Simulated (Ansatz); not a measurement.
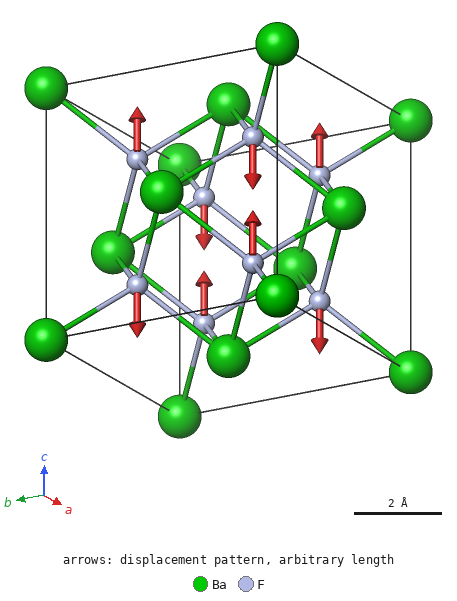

Lattice vibrations of solid BaF2, space group Fm-3m (No. 225), at the zone centre. The optical levels lie at 180 (×3), 241 (×3) cm⁻¹. One mode is drawn. The red arrows are the displacements of the atoms (eigenvector over the root of the mass), of arbitrary overall length and sign. The picture is a ball-and-stick view of the conventional cell (4 times the calculation's cell), seen from a free direction. Lengths and directions refer to the drawn axes.

Theory: DFT PBEsol, scalar-relativistic, plane waves, PAW (Ansatz 0.2.0). Set-up: plane-wave cutoff 420 eV; k-point mesh 6 × 6 × 6; occupations gaussian; smearing width 0.05 eV; no spin polarisation.

Frequencies are those without the non-analytic (LO–TO) term.

Question: To which level does it belong?

Answer: The level at 241 cm⁻¹. This is the T₂g mode (triply degenerate; one member of the set is drawn), the highest optical level, Raman-active by symmetry. The Ba atoms stay at rest; all motion is along c; atoms of one kind move against one another, with no net shift of their sublattice.
